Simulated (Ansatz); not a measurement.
**A series of single points on AlRu**

System: AlRu (2 atoms in the cell).
Method: DFT r2SCAN, scalar-relativistic, plane waves, PAW, no spin polarisation (Ansatz 0.2.0).

The 9 runs differ only in the geometry, by a strain of the cell at fixed fractional positions. Against run 5, the strain is εyy = η. The structure derives from an entry of the Crystallography Open Database.

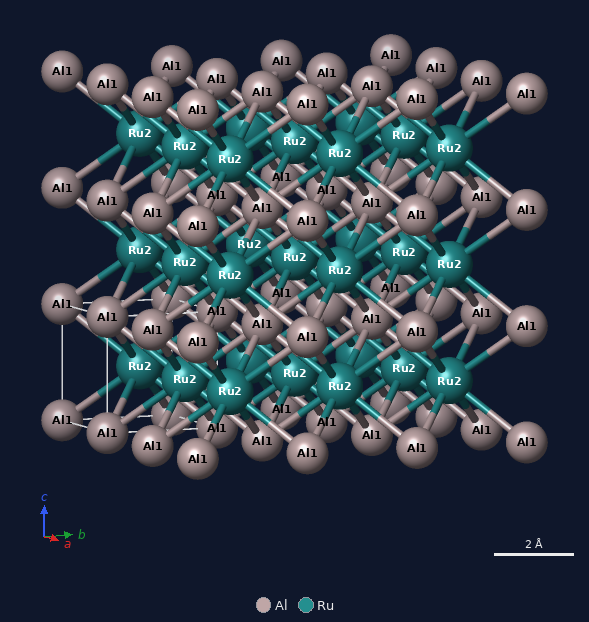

Figure 1. The structure of run 5 (ball-and-stick view of the cell of the calculation, repeated 3 × 3 × 3, seen slightly off an axis; atoms are numbered from 1 in the order of the input). An atom can appear more than once, as a periodic image.

## Input of run 5
```yaml
crystal:
  lattice:
    - [2.9826244058, 0.0, 0.0]
    - [0.0, 3.0273637719, 0.0]
    - [0.0, 0.0, 2.9826244058]
  atoms:
    - { symbol: Al, position: [0.0, 0.0, 0.0] }
    - { symbol: Ru, position: [0.5, 0.5, 0.5] }
basis:
  ecutwfc: 500
kpoints:
  mp_grid: { grid: [20, 20, 20] }
hamiltonian:
  xc: r2scan
scf:
  occupations: { method: gaussian, width: 0.15 }
output:
  forces: true
  stress: true
  eigenvalues: true
```

Command:
```bash
ansatz run input.yaml --threads 1 --pin off --max-ram 2560MiB --backend cpu --events-out ev --progress --plain --runs-dir out
```

Run 8 differs from it as follows:
```diff
-    - [0.0, 3.0273637719, 0.0]
+    - [0.0, 3.1392121871, 0.0]
```

## Results, with one run withheld

| run | strain parameter η (%) | free energy per atom, from the lowest run given (meV) | pressure (GPa) |
| --- | --- | --- | --- |
| 1 | −7.3892 | 56.62 | 16.15 |
| 2 | −5.9113 | 29.11 | 11.49 |
| 3 | −4.4335 | 10.63 | 7.28 |
| 4 | −2.9557 | 0.18 | 3.45 |
| 5 | 0.0000 | 0.00 | −3.18 |
| 6 | 1.4778 | 8.91 | −6.04 |
| 7 | 2.9557 | 23.04 | −8.65 |
| 8 | 3.6946 | ? | ? |
| 9 | 4.4335 | 41.88 | −11.01 |

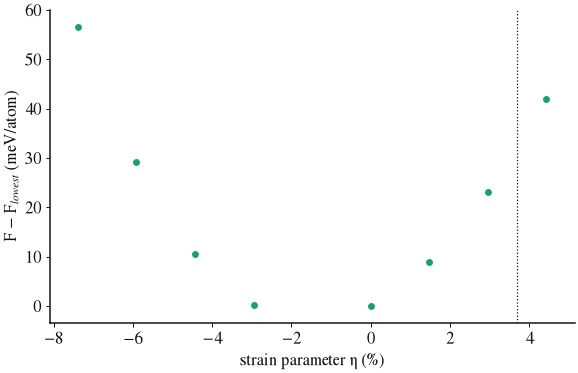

Figure 2. Free energy per atom of the runs given; the dotted line marks run 8.

Fit the runs given and predict run 8.

A cubic polynomial in the coordinate, fitted to the 8 runs given, misses them by at most 0.15 meV per atom. With x = η + 1.4778, it reads F = −3.2942 + 0.029117 x + 1.5012 x² − 0.03648 x³ (meV per atom). At run 8 it gives 31.97 meV per atom, and the run itself gives 31.90. The fit has its minimum at η = −1.4875 %.

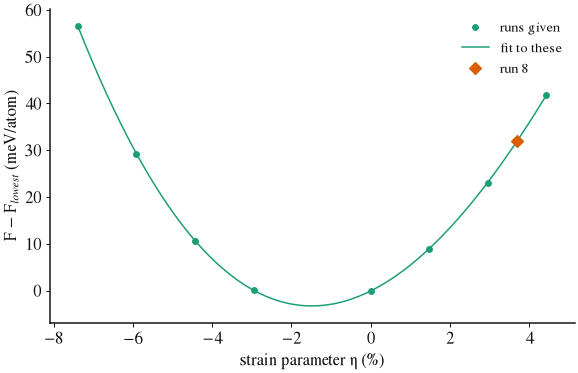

Figure 3. The fit and the withheld run.

## Output, shortened to warnings, some set-up lines, iterations and results (run 8)
```
Basis set: ecut = 500 eV, 707 PW (Γ), exchange–correlation on 96×96×96 points (64 copies of the dense FFT grid, shifted against one another)
Symmetry: 16 space group operations
k-points: 726 of 8000
Initial density: superposition of atomic densities (neutral atoms: chi_scale 0, normalization atom), corrected by the library's trained network
[...]
SCF iter   1: F=—  HF=-6432.464298 eV  |F-HF|=—  |Δ(HF+E_count)|=         —  Δρ=7.34e-3  dr2=7.65e-3  dr2_τ=1.98e-2  ethr=1.77e-3  ⟨swp⟩=4.9  Hψ=52558  notcnv=0
SCF iter   2: F=—  HF=-6432.480845 eV  |F-HF|=—  |Δ(HF+E_count)|=   1.65e-2  Δρ=4.07e-3  dr2=3.06e-3  dr2_τ=8.73e-5  ethr=4.03e-5  ⟨swp⟩=2.1  Hψ=22517  notcnv=0
SCF iter   3: F=—  HF=-6432.481159 eV  |F-HF|=—  |Δ(HF+E_count)|=   3.14e-4  Δρ=3.58e-3  dr2=5.05e-3  dr2_τ=3.67e-4  ethr=1.61e-5  ⟨swp⟩=2.0  Hψ=13972  notcnv=0
SCF iter   4: F=—  HF=-6432.480097 eV  |F-HF|=—  |Δ(HF+E_count)|=   1.06e-3  Δρ=4.64e-4  dr2=3.08e-5  dr2_τ=7.29e-6  ethr=1.61e-5  ⟨swp⟩=2.4  Hψ=14848  notcnv=0
SCF iter   5: F=—  HF=-6432.480102 eV  |F-HF|=—  |Δ(HF+E_count)|=   4.51e-6  Δρ=1.56e-4  dr2=6.27e-6  dr2_τ=4.24e-7  ethr=1.62e-7  ⟨swp⟩=2.8  Hψ=16892  notcnv=0
SCF iter   6: F=—  HF=-6432.480102 eV  |F-HF|=—  |Δ(HF+E_count)|=   2.43e-7  Δρ=3.46e-5  dr2=1.89e-7  dr2_τ=2.06e-8  ethr=3.30e-8  ⟨swp⟩=2.2  Hψ=13499  notcnv=0
SCF iter   7: F=-6432.480102 eV  HF=-6432.480102 eV  |F-HF|=1.56e-9  |Δ(HF+E_count)|=   2.89e-8  Δρ=6.02e-6  dr2=3.83e-9  dr2_τ=1.10e-9  ethr=5.26e-10  ⟨swp⟩=4.8  Hψ=37869  …
SCF 1 converged in 7 iterations: F = -6432.480102 eV  dr2 = 3.83e-9
SCF converged after 7 iterations
Free energy (F): -6432.480102 eV
Harris-Foulkes:  -6432.480102 eV  (|F-HF|=1.56e-9)
Internal energy: -6432.461471 eV  (E = F + TS)
E sigma→0 (E₀):  -6432.470787 eV
Entropy (-TS):   -0.018631 eV (-9.315 meV/atom)
Fermi energy:    15.174895 eV
--- Per-component energies (eV) ---
  E_band       = -150.068794
  E_kinetic    = 540.900767
  E_local      = -1839.626483  (includes V_loc(G=0)·N_el)
  E_nonlocal   = 353.613229
  E_hartree    = 653.875581
  E_xc         = -221.903140
  E_vxc        = -299.975163  (∫ρ·V_xc dr)
  E_paw        = -3953.002740  (= ΣΔE_a)
  E_vpaw       = -233.270693  (= ΣTr[D̂ρ^β])
  E_aug_tail   = 0.000090  (compensation charges beyond the density's cutoff)
  E_vtau       = 20.536896  (kinetic-family band-sum trace: ∫τ·v_τ [+ j·A + Jᵃ·Aᵃ] dr)
  E_ewald      = -1965.947712
  E_core_change = -0.371064  (= ΣΔE_core)
  E_smearing   = -0.018631  (= −TS)
  E_closure    = -0.000000  (closes the sum)
  Σ components = -6432.480102   (vs F -6432.480102, Δ=0.00e0)
--- Forces (eV/Å), atoms counted from 1 ---
  atom   1  Al    -0.00000000     0.00000000     0.00000000
  atom   2  Ru     0.00000000    -0.00000000     0.00000000
  max |Σ_I F_I| component: 8.16e-29 eV/Å
--- Stress (GPa, compression-positive) ---
       -7.193191      -0.000000      -0.000000
       -0.000000     -15.186616      -0.000000
       -0.000000      -0.000000      -7.193191
  P = ⅓ Tr σ = -9.8577 GPa (-98.577 kbar)
```
